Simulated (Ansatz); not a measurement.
TaN: single-point calculation

System: TaN (Cm, 8 atoms in the cell).
Method: DFT PBEsol, scalar-relativistic, plane waves, PAW, no spin polarisation (Ansatz 0.2.0).

The structure derives from an entry of the Crystallography Open Database. Figures and captions count atoms from 1; the log counts them from 0 in places.

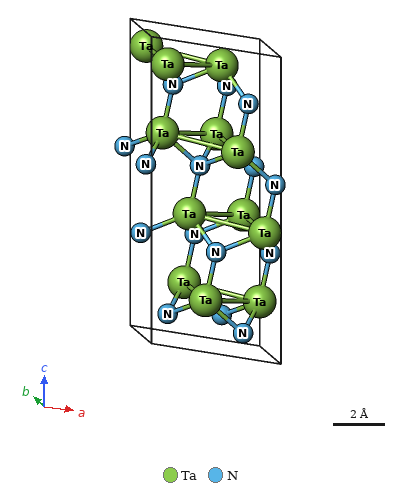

Fig. 1: The input geometry (ball-and-stick view of the cell 2 times as large as that of the calculation, set on its symmetry axes, seen slightly off an axis).

Summary

```csv
quantity,value
outcome,converged
space group (tolerance 0.01 Å),Cm (8)
electrons treated,72
free energy,−40746.2045 eV
Fermi energy,16.644 eV
gap on the k-point mesh,none (metallic)
pressure,−4.49 GPa
largest force (length of the vector),2.609 eV/Å
hardware,"4 threads of Intel Xeon @ 2.50GHz (Skylake/Cascade Lake), 189 GiB of memory available, shared host"
wall time,1.9 min (CPU time 6.7 min)
peak memory,1.7 GiB
```

Remarks

The program warns: the k-point mesh lowers the symmetry that the run can use. Spin–orbit coupling is left out, which matters for Ta.

The input
```yaml
crystal:
  lattice:
    - [-3.1222862254, 0.0, 0.0]
    - [-1.5611431127, -2.7039791891, 0.0]
    - [-0.7805715564, -1.3519895945, 12.1049231048]
  atoms:
    - { symbol: Ta, position: [0.3333333333, -0.1260639563, 0.9187945792] }
    - { symbol: Ta, position: [0.3333333333, 0.1239360437, 0.4187945792] }
    - { symbol: Ta, position: [0.6666666667, 0.5822693771, 0.1687945792] }
    - { symbol: Ta, position: [0.6666666667, 0.3322693771, 0.6687945792] }
    - { symbol: "N", position: [0.3333333333, 0.2927306229, 0.0812054208] }
    - { symbol: "N", position: [0.3333333333, 0.0427306229, 0.5812054208] }
    - { symbol: "N", position: [0.6666666667, 0.5010639563, 0.3312054208] }
    - { symbol: "N", position: [0.6666666667, 0.2510639563, 0.8312054208] }
basis:
  ecutwfc: 520.0
kpoints:
  mp_grid: { grid: [14, 14, 4] }
hamiltonian:
  xc: pbesol
scf:
  occupations: { method: gaussian, width: 0.15 }
output:
  forces: true
  stress: true
  eigenvalues: true
```

Run as:
```bash
ansatz run input.yaml --threads 4 --pin off --max-ram 8192MiB --backend cpu --events-out ev --progress --plain --runs-dir out
```

The program's output
```
Warning: crystal.symmetry: narrowed to the stabiliser of the k-point mesh — unitary ops 2 → 1; excluded 1 operation that carries a point of the 14×14×4 mesh (shift [0, 0, 0]) off the mesh (the run samples exactly the mesh kpoints.mp_grid names, as under crystal.symmetry.detect: false, and its converged state has the mesh's symmetry, not the crystal's; ε∞, the Born charges and the force constants of a linear response (`dielectric:` by the response, `phonons.method: dfpt`) are averaged over those of the crystal's operations that the state keeps within a tolerance, where `mesh_tensors`, `unaveraged_element` or `gamma_mean_max_change_ev_ang2` stands beside them; a row that `dielectric.field_direction` solves alone is averaged likewise, with nothing beside; a Γ-centred mesh of equal divisions is mapped onto itself by every operation and keeps the whole group, as does a half-shifted one under kpoints.further_shifts: images)
Engine: ansatz 0.2.0, x86_64-unknown-linux-gnu
Pseudopotentials: kind: paw
Pseudopotential: Ta, paw, valence charge 13, recommended cutoff 420 eV (normal), Ta.paw.azcp
Pseudopotential: N, paw, valence charge 5, recommended cutoff 420 eV (normal), N.paw.azcp
Functional definition: PBEsol
  exchange = pbesol_x
  correlation = pbesol_c
Crystal: 8 atoms, lattice volume = 102.197 Å³
Basis set: ecut = 520 eV, 2743 PW (Γ), exchange–correlation on 48×48×192 points (8 copies of the dense FFT grid, shifted against one another)
Bands: 44, of which v1, the nominal top of the filled ones, is band 36 counted from 1 (35 counted from 0)
Symmetry: 1 space group operations
k-points: 396 of 784 (time reversal used)
Non-local potential: Ta, projectors of the file, l = 0: 3, l = 1: 2, l = 2: 2, l = 3: 1
Non-local potential: N, projectors of the file, l = 0: 2, l = 1: 2, l = 2: 1
PAW form: soft (Blöchl's): semilocal exchange-correlation on the pseudo side does not see the compensation charge
PAW frozen core: Ta, regenerated for the run's functional, and the local potential with it (the file was generated under x = pbe(κ = 0.804, μ = 0.2195149727645171), c = pbe(β = 0.06672455060314922))
PAW frozen core: N, regenerated for the run's functional, and the local potential with it (the file was generated under x = pbe(κ = 0.804, μ = 0.2195149727645171), c = pbe(β = 0.06672455060314922))
PAW one-centre angular grid: Ta, 590 points (default); XC on 64 Gauss nodes
PAW one-centre angular grid: N, 110 points (default); XC on 64 Gauss nodes
Initial density: superposition of atomic densities (neutral atoms: chi_scale 0, normalization atom), corrected by the library's trained network
Initial wavefunctions: pseudopotential atomic-orbital guess
Functional: x = pbesol(κ = 0.804, μ = 0.12345679012345678), c = pbesol(β = 0.046)
SCF iter   1: F=—  HF=-40746.288214 eV  |F-HF|=—  |Δ(HF+E_count)|=         —  Δρ=1.80e-2  dr2=4.87e-1  ethr=1.77e-3  ⟨swp⟩=5.6  Hψ=67940  notcnv=0
preconditioner: auto → Kerker (q_TF=auto, 2.574 Å⁻¹)  [metal: Δε(μ)=0.003 eV  Ē_g=8.399 eV  σ=0.150 eV  W_gap=0.01  n_scr=34 (ndim 8)  ℏωp=23.2 eV  f_vac=0.000  D(μ)=2.44/eV (n_scr^D=8)]
SCF iter   2: F=—  HF=-40746.210329 eV  |F-HF|=—  |Δ(HF+E_count)|=   7.79e-2  Δρ=5.33e-3  dr2=4.69e-2  ethr=6.76e-4  ⟨swp⟩=2.0  Hψ=26675  notcnv=0  defer=42
SCF iter   3: F=—  HF=-40746.206144 eV  |F-HF|=—  |Δ(HF+E_count)|=   4.19e-3  Δρ=2.72e-3  dr2=9.24e-3  ethr=6.51e-5  ⟨swp⟩=1.1  Hψ=16729  notcnv=0  defer=42
SCF iter   4: F=—  HF=-40746.204655 eV  |F-HF|=—  |Δ(HF+E_count)|=   1.49e-3  Δρ=6.81e-4  dr2=9.53e-4  ethr=1.28e-5  ⟨swp⟩=2.5  Hψ=23707  notcnv=0  defer=42
SCF iter   5: F=—  HF=-40746.204524 eV  |F-HF|=—  |Δ(HF+E_count)|=   1.30e-4  Δρ=2.16e-4  dr2=6.73e-5  ethr=1.32e-6  ⟨swp⟩=2.0  Hψ=18189  notcnv=0  defer=42
SCF iter   6: F=—  HF=-40746.204517 eV  |F-HF|=—  |Δ(HF+E_count)|=   6.68e-6  Δρ=9.98e-5  dr2=1.97e-5  ethr=9.35e-8  ⟨swp⟩=2.0  Hψ=23999  notcnv=0  defer=75
SCF iter   7: F=—  HF=-40746.204515 eV  |F-HF|=—  |Δ(HF+E_count)|=   2.18e-6  Δρ=4.30e-5  dr2=3.07e-6  ethr=2.74e-8  ⟨swp⟩=2.0  Hψ=23980  notcnv=0  defer=75
SCF iter   8: F=—  HF=-40746.204515 eV  |F-HF|=—  |Δ(HF+E_count)|=   4.63e-7  Δρ=1.14e-5  dr2=6.70e-7  ethr=4.26e-9  ⟨swp⟩=2.0  Hψ=23910  notcnv=0  defer=75
SCF iter   9: F=-40746.204515 eV  HF=-40746.204515 eV  |F-HF|=1.42e-8  |Δ(HF+E_count)|=   6.37e-8  Δρ=3.53e-6  dr2=2.36e-8  ethr=1.39e-10  ⟨swp⟩=9.9  Hψ=73542  notcnv=0
SCF 1 converged in 9 iterations: F = -40746.204515 eV  dr2 = 2.36e-8
  greatest PAW one-centre occupation: 1.000 electrons in one spin orbital (limit 2), on the Ta atom at site 1 (counted from 0), in its partial waves of l = 0
```

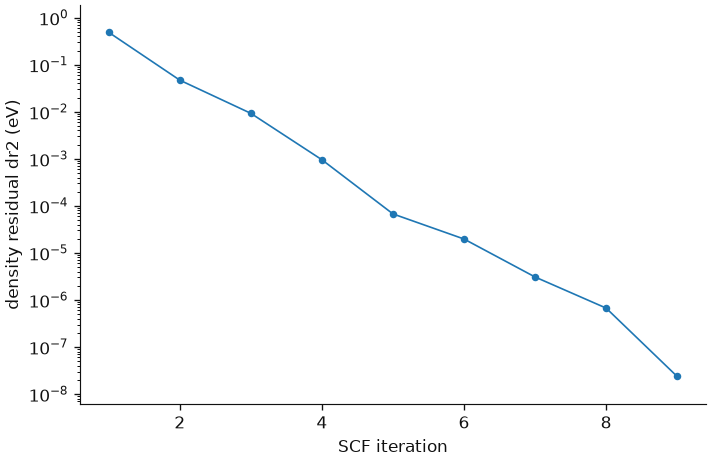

Fig. 2: Convergence of the self-consistent field: density residual dr2 against the SCF iteration. The residual falls at every step.

```
SCF converged after 9 iterations
Free energy (F): -40746.204515 eV
Harris-Foulkes:  -40746.204515 eV  (|F-HF|=1.42e-8)
Internal energy: -40746.175677 eV  (E = F + TS)
E sigma→0 (E₀):  -40746.190096 eV
Entropy (-TS):   -0.028837 eV (-3.605 meV/atom)
Fermi energy:    16.643710 eV
--- Per-component energies (eV) ---
  E_band       = -464.919231
  E_kinetic    = 1984.831377
  E_local      = -3203.333480  (includes V_loc(G=0)·N_el)
  E_nonlocal   = 252.788753
  E_hartree    = 1078.487627
  E_xc         = -1104.476488
  E_vxc        = -1117.202776  (∫ρ·V_xc dr)
  E_paw        = -33581.046679  (= ΣΔE_a)
  E_vpaw       = -538.979709  (= ΣTr[D̂ρ^β])
  E_aug_tail   = 0.000269  (compensation charges beyond the density's cutoff)
  E_ewald      = -6174.394038
  E_core_change = 0.966981  (= ΣΔE_core)
  E_smearing   = -0.028837  (= −TS)
  E_closure    = 0.000000  (closes the sum)
  Σ components = -40746.204515   (vs F -40746.204515, Δ=0.00e0)
--- Forces (eV/Å), atoms counted from 1 ---
  atom   1  Ta     0.20765330    -0.11955323     1.13992627
  atom   2  Ta     0.08119695    -0.04673801    -0.04126041
  atom   3  Ta     0.19568279    -0.11286088     0.34879912
  atom   4  Ta     0.03713143    -0.02135124     0.05776228
  atom   5  N     -0.29931988     0.17261124    -2.58554577
  atom   6  N     -0.00405646     0.00221823    -0.09721042
  atom   7  N     -0.04144915     0.02381248     0.33247665
  atom   8  N     -0.17683754     0.10186056     0.84508137
  max |Σ_I F_I| component: 2.91e-5 eV/Å
--- Stress (GPa, compression-positive) ---
       -2.714340      -2.510909       0.616925
       -2.510909      -5.614302      -0.357519
        0.616926      -0.357519      -5.127412
  P = ⅓ Tr σ = -4.4854 GPa (-44.854 kbar)
--- Band table (eV; the first three rows and the last of 396) ---
  k-point 0: bands = ["-52.3306", "-51.8809", "-51.8261", "-51.6587", "-19.0293", "-18.7221", "-18.5867", "-18.5729", "-18.5708", "-18.3870", "-18.1781", "-18.1765", "-18.1263", "-18.1241", "-17.9755", "-17.9589", "-0.3057", "0.4238", "0.5310", "1.3115", "8.7734", "9.2733", "9.4359", "10.1811", "11.2565", "11.2780", "11.3926", "11.5561", "11.8298", "11.8829", "12.0079", "12.1801", "15.8747", "16.4552", "16.7505", "16.8239", "16.9309", "17.1209", "17.1988", "17.4961", "17.9965", "18.3545", "18.4838", "18.7375"]
  k-point 1: bands = ["-52.3306", "-51.8809", "-51.8261", "-51.6587", "-19.0278", "-18.7313", "-18.5862", "-18.5708", "-18.5611", "-18.3916", "-18.1781", "-18.1765", "-18.1263", "-18.1241", "-17.9755", "-17.9589", "-0.2513", "0.1766", "0.7849", "1.2505", "8.7594", "9.2784", "9.4519", "10.1738", "11.2264", "11.2844", "11.4634", "11.5348", "11.7804", "11.8553", "12.0704", "12.1697", "15.9927", "16.3469", "16.6430", "16.8276", "16.8324", "17.2166", "17.3143", "17.5025", "18.0461", "18.0766", "18.6730", "18.7356"]
  k-point 2: bands = ["-52.3306", "-51.8809", "-51.8261", "-51.6587", "-19.0263", "-18.7397", "-18.5860", "-18.5708", "-18.5495", "-18.3965", "-18.1781", "-18.1765", "-18.1263", "-18.1241", "-17.9755", "-17.9589", "-0.1377", "-0.0204", "0.9923", "1.1266", "8.7460", "9.2833", "9.4677", "10.1664", "11.2067", "11.2917", "11.5146", "11.5648", "11.6631", "11.8799", "12.1068", "12.1580", "16.2531", "16.2720", "16.3409", "16.7791", "16.8900", "17.1318", "17.5764", "17.5955", "17.7441", "18.1639", "18.5805", "18.8823"]
  k-point 395: bands = ["-52.2959", "-51.8457", "-51.7910", "-51.6235", "-19.1727", "-18.9020", "-18.7824", "-18.7354", "-18.7082", "-18.5819", "-18.5596", "-18.4750", "-18.3273", "-18.3139", "-18.2600", "-18.0979", "1.0012", "1.1413", "1.4180", "1.5732", "8.8944", "9.2400", "9.4168", "9.8594", "10.7817", "10.9071", "11.1811", "11.3567", "11.6489", "11.7480", "12.3029", "12.8178", "14.7169", "15.3996", "16.1185", "16.3952", "17.9130", "17.9496", "18.3256", "18.7901", "19.2768", "19.7259", "20.0687", "20.2124"]
```

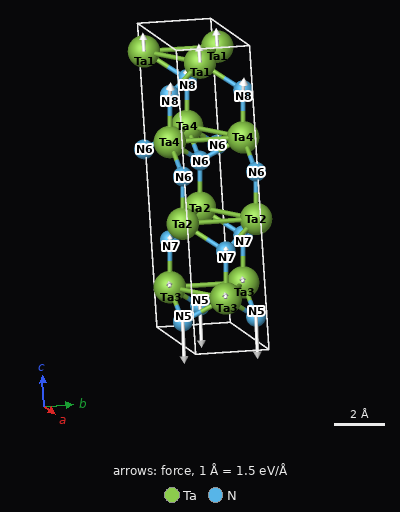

Fig. 3: Forces on the atoms as white arrows (ball-and-stick view of the cell 2 times as large as that of the calculation, set on its symmetry axes, seen slightly off an axis; atoms are numbered from 1 in the order of the input); the smallest are left out. The largest act on N5 (2.61 eV/Å); Ta1 (1.16 eV/Å); N8 (0.87 eV/Å). The geometry is not a stationary point of this energy.

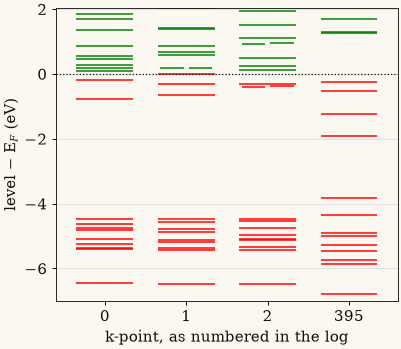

Fig. 4: Kohn–Sham levels near the Fermi level (dotted) at the few k-points that the log prints; levels within 0.02 eV of each other stand side by side. The system is metallic on the full mesh.
